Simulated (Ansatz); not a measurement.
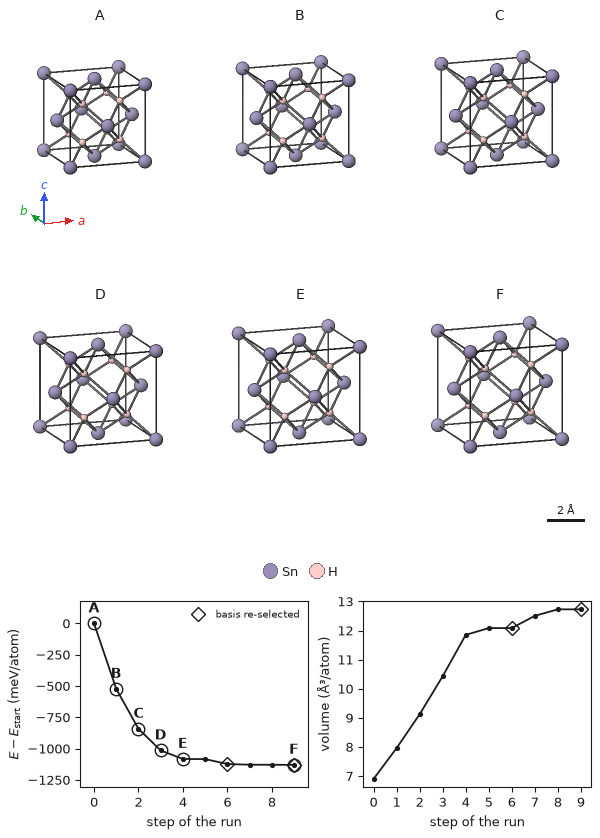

Frames of a relaxation of a crystal of SnH2 (a generated structure, set up in Fm-3m) (coarse preliminary run), marked on the history of the run. The picture is a ball-and-stick view of the conventional cell (4 times the calculation's cell), seen slightly off an axis. Lengths and directions refer to the drawn axes.

Case: Zr → Sn on all its sites, cell and atoms relaxed.

Level of theory: DFT PBE, scalar-relativistic, plane waves, PAW (Ansatz 0.2.0). Settings: plane-wave cutoff 420 eV; k-point mesh 8 × 8 × 8; occupations gaussian; smearing width 0.1 eV; no spin polarisation; cell and atoms relaxed; force threshold 0.05 eV/Å; at most 60 steps.

**What happens along the run?**

The energy falls by 1129 meV per atom in 7 accepted moves (9 points after the start). All forces vanish by symmetry, so only the cell relaxes. The pressure goes from 104.26 to 0.09 GPa. The SCF was repeated twice at an unchanged geometry on a basis and grid sized afresh for the cell, which shifted the energy by 39.4 meV per atom at most. No atom moves by more than 0.005 Å relative to the cell. The volume changes by +84.5 %, with a = b = c 4.359 → 5.346 Å (+22.6 %). Some distances before and after: H–Sn 1.887 → 2.315 Å. The space group stays Fm-3m (No. 225). From step 0 to 1: volume +15.3 %, energy −523 meV per atom. From step 1 to 2: volume +14.6 %, energy −319 meV per atom. From step 2 to 3: volume +14.3 %, energy −173 meV per atom. From step 3 to 4: volume +13.6 %, energy −68.1 meV per atom. From step 4 to 9: volume +7.4 %, energy −46.7 meV per atom.

| step | E − E(0), meV/atom | pressure, GPa | volume, Å³/atom | note |
| --- | --- | --- | --- | --- |
| 0 | 0.00 | 104.26 | 6.902 |  |
| 1 | -522.73 | 59.80 | 7.961 |  |
| 2 | -841.35 | 31.17 | 9.123 |  |
| 3 | -1014.01 | 13.95 | 10.428 |  |
| 4 | -1082.12 | 1.74 | 11.851 |  |
| 5 | -1082.90 | -0.16 | 12.086 |  |
| 6 | -1122.31 | 3.30 | 12.086 | same geometry, new basis |
| 7 | -1127.67 | 1.11 | 12.507 |  |
| 8 | -1128.29 | 0.11 | 12.730 |  |
| 9 | -1128.79 | 0.09 | 12.730 | same geometry, new basis |
